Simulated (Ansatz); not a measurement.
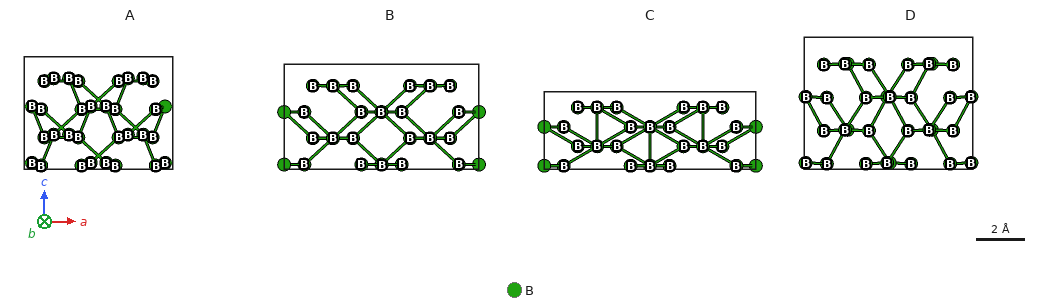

4 geometries from one relaxation of a crystal of B (a generated structure, set up in Fdd2) (coarse preliminary run), in shuffled order. A ball-and-stick model of the conventional cell (4 times the calculation's cell), seen along the b axis. Lengths and directions refer to the drawn axes.

Method: DFT PBE, scalar-relativistic, plane waves, PAW in Ansatz. Set-up: plane-wave cutoff 420 eV; k-point mesh 6 × 6 × 6; occupations gaussian; smearing width 0.1 eV; no spin polarisation; cell and atoms relaxed; force threshold 0.04 eV/Å; at most 70 steps.

Put them in the order of the run, from the start to the converged end.

Answer. A, D, B, C. They are steps 0, 6, 12, 24, at +965 meV per atom, +428 meV per atom, +216 meV per atom relative to the last. Over 22 accepted moves (24 points after the start) the energy falls by 965 meV per atom. The largest force component goes from 1.5 to 0.013 eV/Å. Pressure: 35.60 GPa at the start and 0.03 GPa at the end. The SCF was repeated twice at an unchanged geometry on a basis and grid sized afresh for the cell, which shifted the energy by 41.7 meV per atom at most. The largest moves relative to the cell, 0.47 Å, are those of B atoms. Cell: a 6.312 → 8.998 Å (+42.6 %), b 9.405 → 8.186 Å (−13.0 %), c 4.789 → 3.305 Å (−31.0 %). Volume −14.4 %. Near-neighbour distances that change, for instance: B–B 2.632 → 1.872 Å, B–B 2.506 → 1.807 Å, B–B 2.642 → 2.286 Å, B–B 1.611 → 1.807 Å. Among the angles between lasting bonds that change: B–B–B 94.3° → 146.7°, B–B–B 109.2° → 66.6°, B–B–B 102.1° → 62.8°. The space group (tolerance 0.01 Å) goes from Fdd2 (No. 43) to Fddd (No. 70). Cost: 3.1 min on 1 thread of Arm Neoverse V1, on a shared host, peak memory 0.37 GiB.
